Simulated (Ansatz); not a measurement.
**Single-point calculation, with input and output: TiN (part 2 of 2)**

Continued. System: TiN (slab, 24 atoms in the cell). Method: DFT PBE+D3(BJ), scalar-relativistic, plane waves, PAW, no spin polarisation (Ansatz 0.2.0); cutoff 420 eV, 3×3×1 k-mesh, Gaussian smearing of 0.1 eV. The structure derives from an entry of the Crystallography Open Database. It belongs to a series of runs on one base structure; here: the slab at its places in the relaxed adsorbed structure.

Geometry of the input (Å; fractional positions):
```
5.9476  0.0000  0.0000
0.0000  5.9476  0.0000
0.0000  0.0000  24.2611
Ti 0.2500  0.2500  0.3297
Ti 0.2500  0.7500  0.3297
Ti 0.7500  0.2500  0.3297
Ti 0.7500  0.7500  0.3297
N  0.5000  0.5000  0.3297
N  0.5000  0.0000  0.3297
N  0.0000  0.5000  0.3297
N  0.0000  0.0000  0.3297
Ti 0.4998  0.4968  0.4139
Ti 0.4999  0.0059  0.4146
Ti -0.0002  0.4941  0.4152
Ti -0.0002  0.0058  0.4146
N  0.7503  0.7508  0.4129
N  0.7500  0.2510  0.4141
N  0.2494  0.7508  0.4129
N  0.2497  0.2510  0.4141
Ti 0.7588  0.7587  0.4946
Ti 0.7545  0.2426  0.5013
Ti 0.2406  0.7589  0.4946
Ti 0.2453  0.2428  0.5012
N  -0.0003  -0.0000  0.5039
N  -0.0002  0.5038  0.5036
N  0.5000  -0.0039  0.5003
N  0.4997  0.5110  0.5078
```

## Output, continued
```
  k-point 1: bands = ["-55.3163", "-55.2950", "-55.2774", "-55.2712", "-55.2591", "-55.2336", "-55.0746", "-55.0265", "-54.9429", "-54.9293", "-54.9058", "-54.8494", "-31.8375", "-31.8307", "-31.8032", "-31.7960", "-31.7632", "-31.7537", "-31.7395", "-31.7146", "-31.7047", "-31.6729", "-31.6334", "-31.6086", "-31.6013", "-31.5826", "-31.5568", "-31.5168", "-31.5082", "-31.4423", "-31.3990", "-31.3865", "-31.3828", "-31.3646", "-31.3327", "-31.3221", "-31.2894", "-31.2891", "-31.2238", "-31.1899", "-31.1795", "-31.1783", "-31.1485", "-31.1390", "-31.1124", "-31.1087", "-31.0722", "-31.0581", "-13.9453", "-13.1667", "-13.1552", "-12.8338", "-12.7776", "-12.6632", "-12.4115", "-12.1900", "-12.1481", "-12.0229", "-11.8117", "-11.3898", "-4.7576", "-4.4922", "-4.4072", "-4.1787", "-3.7917", "-3.7136", "-3.5025", "-3.4928", "-3.1678", "-3.1555", "-2.9284", "-2.8316", "-2.7421", "-2.7404", "-2.6200", "-2.4448", "-2.2959", "-2.2258", "-2.1665", "-2.1213", "-2.0913", "-2.0032", "-1.9407", "-1.9090", "-1.8526", "-1.7585", "-1.6930", "-1.6610", "-1.5762", "-1.5126", "-1.2521", "-1.1270", "-1.0297", "-0.8615", "-0.6800", "-0.3582", "1.0584", "1.3185", "1.7099", "1.9881", "2.2679", "2.5141", "2.6344", "2.7410", "2.8090", "2.9480", "2.9708", "3.0793", "3.1858", "3.2731", "3.3263", "3.4157", "3.4217", "3.7169", "3.8471", "4.0205", "4.0672", "4.0909", "4.1583", "4.1665", "4.2517", "4.4134", "4.4663", "4.4976", "4.5517", "4.7030"]
  k-point 2: bands = ["-55.3160", "-55.2958", "-55.2766", "-55.2641", "-55.2594", "-55.2434", "-55.0636", "-55.0360", "-54.9432", "-54.9250", "-54.9090", "-54.8493", "-31.8365", "-31.8302", "-31.8008", "-31.7948", "-31.7608", "-31.7522", "-31.7379", "-31.7206", "-31.6773", "-31.6688", "-31.6390", "-31.6315", "-31.6147", "-31.6035", "-31.5516", "-31.5115", "-31.4836", "-31.4446", "-31.4347", "-31.3958", "-31.3619", "-31.3541", "-31.3257", "-31.3106", "-31.2783", "-31.2703", "-31.2480", "-31.2173", "-31.1885", "-31.1636", "-31.1465", "-31.1334", "-31.1179", "-31.0995", "-31.0796", "-31.0578", "-13.9450", "-13.1764", "-13.1426", "-12.8384", "-12.7758", "-12.6612", "-12.4140", "-12.2065", "-12.1192", "-12.0500", "-11.7813", "-11.4042", "-4.7570", "-4.4911", "-4.4058", "-4.1776", "-3.7998", "-3.7103", "-3.4997", "-3.4883", "-3.1982", "-3.1397", "-2.9289", "-2.8439", "-2.7497", "-2.7113", "-2.6326", "-2.4407", "-2.2527", "-2.2454", "-2.2121", "-2.1344", "-2.0726", "-2.0486", "-1.9173", "-1.9052", "-1.8422", "-1.6898", "-1.6738", "-1.6551", "-1.5863", "-1.5173", "-1.2552", "-1.1272", "-1.0105", "-0.8697", "-0.6904", "-0.3967", "1.0483", "1.3289", "1.7124", "1.9808", "2.2631", "2.5244", "2.6564", "2.7350", "2.8320", "2.9268", "2.9915", "3.0718", "3.1745", "3.2479", "3.2947", "3.3751", "3.4378", "3.6858", "3.8525", "4.0461", "4.0518", "4.0949", "4.1494", "4.1571", "4.2279", "4.3671", "4.4891", "4.5139", "4.5945", "4.7041"]
  k-point 4: bands = ["-55.3066", "-55.2872", "-55.2861", "-55.2681", "-55.2627", "-55.2423", "-55.0648", "-55.0369", "-54.9387", "-54.9248", "-54.9121", "-54.8515", "-31.8063", "-31.8048", "-31.7872", "-31.7599", "-31.7411", "-31.7286", "-31.6974", "-31.6768", "-31.6540", "-31.6529", "-31.6199", "-31.6021", "-31.5892", "-31.5753", "-31.5354", "-31.5085", "-31.4999", "-31.4924", "-31.4645", "-31.4542", "-31.4269", "-31.3667", "-31.3576", "-31.3239", "-31.2915", "-31.2699", "-31.2577", "-31.2450", "-31.1921", "-31.1800", "-31.1455", "-31.1407", "-31.1367", "-31.1155", "-31.1023", "-31.0636", "-13.6925", "-13.1601", "-13.1452", "-13.1241", "-12.5988", "-12.5162", "-12.3556", "-12.2334", "-12.2041", "-12.0889", "-11.9101", "-11.4774", "-4.3141", "-4.3049", "-4.0980", "-4.0482", "-4.0265", "-3.6036", "-3.5636", "-3.3028", "-3.2905", "-3.2613", "-3.1457", "-2.7270", "-2.6978", "-2.6724", "-2.6644", "-2.5270", "-2.4288", "-2.3762", "-2.2483", "-2.2159", "-2.1206", "-2.0918", "-2.0696", "-1.9885", "-1.9199", "-1.8469", "-1.7072", "-1.5109", "-1.4943", "-1.4282", "-1.3413", "-1.2707", "-1.1153", "-1.0685", "-0.8201", "-0.6488", "0.9757", "1.7971", "1.8388", "1.9538", "2.3698", "2.6141", "2.8522", "2.9216", "3.1471", "3.2059", "3.2604", "3.3566", "3.3898", "3.4362", "3.6365", "3.6449", "3.7230", "3.7588", "3.8292", "3.8634", "3.9407", "4.0339", "4.1060", "4.1691", "4.2128", "4.3117", "4.3256", "4.4511", "4.4891", "4.5271"]
```

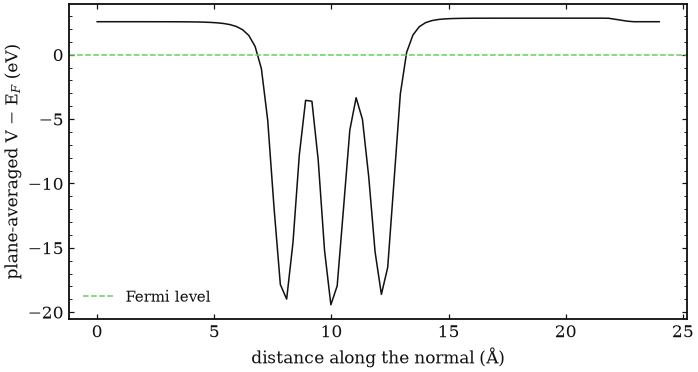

Figure 1. Plane average of the electrostatic potential energy of an electron across the cell, from the Fermi level. The vacuum level lies 2.84 eV above the Fermi level on the upper side and 2.56 eV on the lower.

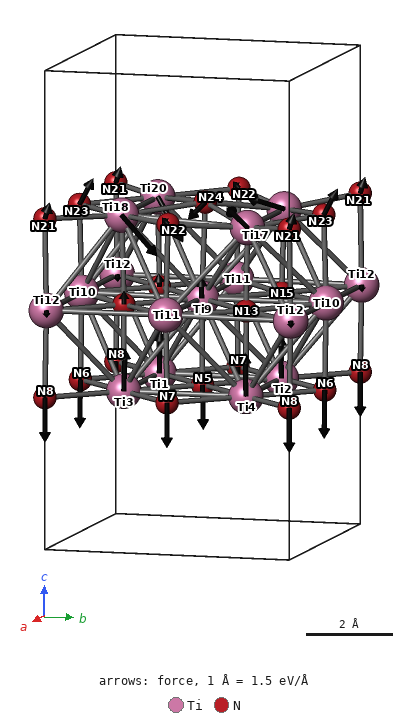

Figure 2. Forces on the atoms as black arrows (ball-and-stick view of the cell of the calculation, with the vacuum cut short, seen slightly off an axis; atoms are numbered from 1 in the order of the input); the smallest are left out. The largest act on Ti18 (1.99 eV/Å); Ti20 (1.96 eV/Å); N6 (1.75 eV/Å); N7 (1.62 eV/Å), among others. The geometry is not a stationary point of this energy.

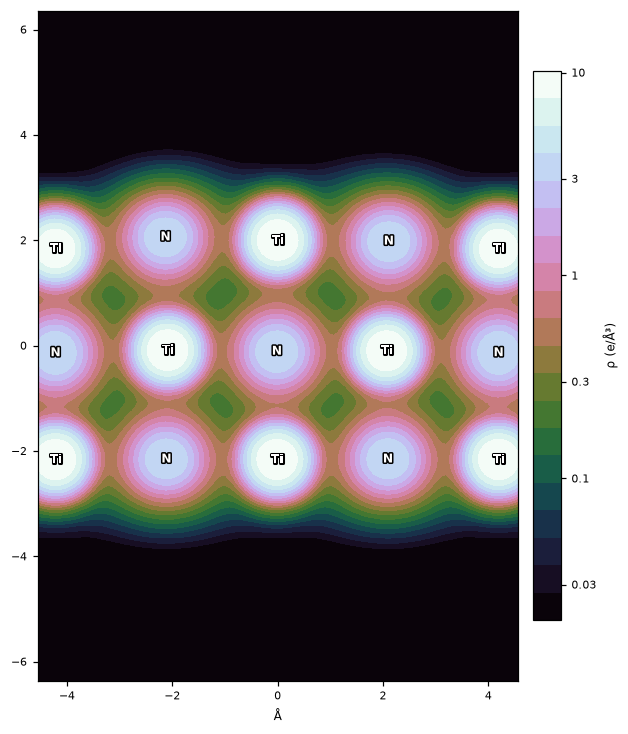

Figure 3. Valence charge density (pseudo) on the (110) plane of the calculation cell, a cut from vacuum to vacuum. The section cuts through Ti and N sites. Ti–N (1.98 Å): ρ at the midpoint is about 0.69 e/Å³. Ti–N (2.05 Å): the density is about 0.6 e/Å³ at the midpoint. Ti–N (2.10 Å): ρ at the midpoint is about 0.54 e/Å³. Ti–N (2.10 Å): ρ is about 0.54 e/Å³ halfway. Ti–N (2.14 Å): the density is about 0.5 e/Å³ at the midpoint. The density dies away to nearly zero in the vacuum. The fields are those of the smooth PAW valence density.

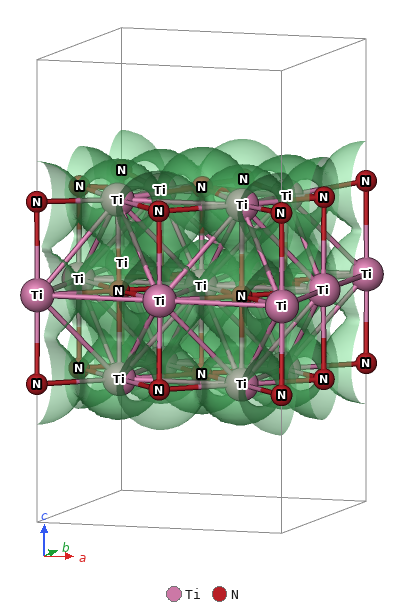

Figure 4. Isosurface of the valence charge density (pseudo) at 0.4 e/Å³ (green), seen slightly off an axis. Sticks mark near contacts. At this value the density is joined into sheets; it holds about 85 % of the electrons treated as valence (semicore included). It is pinched off along the Ti–Ti (2.82 Å) contacts. On the grid the lowest density along these lines, outside the cores, is 0.69 e/Å³ (Ti–N, 1.98 Å), 0.23 e/Å³ (Ti–Ti, 2.82 Å), 0.61 e/Å³ (Ti–N, 2.04 Å) and 0.54 e/Å³ (Ti–N, 2.08 Å).

## Results in brief

| quantity | value |
| --- | --- |
| outcome | converged |
| electrons treated | 204 |
| free energy | −34646.4410 eV |
| work function, top face | 2.84 eV |
| work function, bottom face | 2.56 eV |
| Fermi energy | 2.621 eV |
| gap on the k-point mesh | 0.02 eV |
| work function (upper face) | 2.84 eV |
| largest force (length of the vector) | 1.990 eV/Å |
| hardware | 8 threads of Arm Neoverse V1, 24 GiB of memory available, shared host |
| wall time | 12 s (CPU time 91 s) |
| peak memory | 2.5 GiB |
